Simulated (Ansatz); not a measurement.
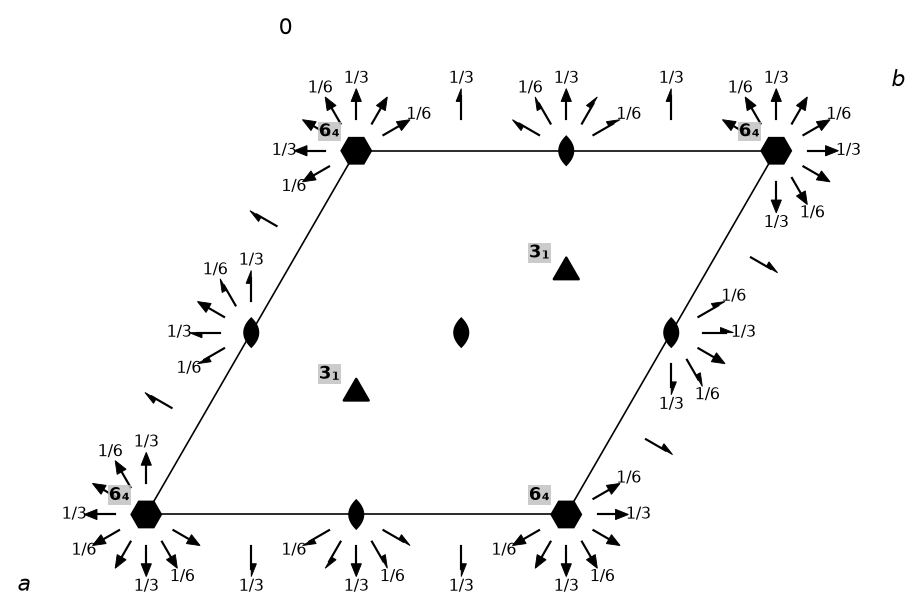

Symmetry elements of a space group, projected down c, computed from the operations of a computed or model structure of composition Hf, which need not be its known form.

Symbols follow the International Tables: origin at the upper left, the third axis towards the viewer; heavy, dashed, dotted, dash-dotted and dash-dot-dot lines are mirror, in-plane glide, out-of-plane glide, diagonal (n; with arrows d) and double (e) glide planes seen edge on; arrows at the rim are 2 (full head) and 2₁ (half head) axes in the plane; the corner sign is a plane parallel to the page; fractions are heights. Handed screw axes carry their printed symbol instead of tails.

**Which space group is it?**

P6_422 (No. 181); primitive hexagonal, point group 622, 12 general positions a cell.

**List the elements shown.**

6₄ axes along c at (0, 0); 3₁ axes along c at (1/3, 2/3), (2/3, 1/3); 2 axes along c at (0, 1/2), (1/2, 0), (1/2, 1/2); 2 axes along [1 1 0] at height 1/6; 2 axes along [1 2 0] at height 0; 2 axes along [2 1 0] at height 1/3; 2 axes along [−1 1 0] at height 1/6; 2 axes along a at height 0; 2 axes along b at height 1/3; 2₁ axes along [1 1 0] at height 1/6; 2₁ axes along [1 2 0] at height 0; 2₁ axes along [2 1 0] at height 1/3; 2₁ axes along [−1 1 0] at height 1/6; 2₁ axes along a at height 0; 2₁ axes along b at height 1/3. Heights repeat every half period; positions are (a, b) fractions, modulo 1.

**Write the general positions (in any order).**

x, y, z
x−y, x, z+2/3
−y, x−y, z+1/3
−x, −y, z
−x+y, −x, z+2/3
y, −x+y, z+1/3
−y, −x, −z+1/3
−x, −x+y, −z+2/3
−x+y, y, −z
y, x, −z+1/3
x, x−y, −z+2/3
x−y, −y, −z
